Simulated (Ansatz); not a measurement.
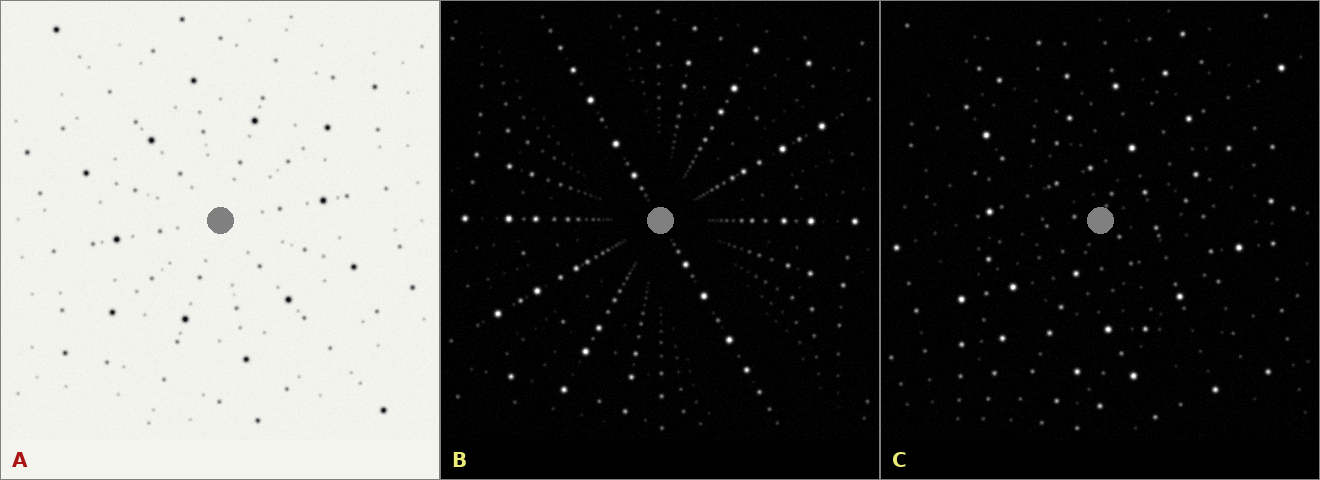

Simulated back-reflection Laue patterns (white X-rays, 0.45 to 2.2 Å, flat plate covering ±45° about the beam, kinematic intensities, seen from the source). Crystal: Bi, space group P6/mmm (No. 191), a = 5.73 Å, c = 3.37 Å (hexagonal axes). Structure: the geometry relaxed with DFT, PBE, plane waves (420 eV) with PAW, scalar-relativistic in Ansatz; the starting structure was generated, so it need not be a known form of this composition.

> The directions [001], [101], [210] point towards the source, in some order. Which is which?

A: [001], symmetry 6mm (a sixfold axis with mirror lines). B: [210], symmetry 2mm (a twofold axis with two mirror lines). C: [101], symmetry m (one mirror line). The Laue class is 6/mmm.
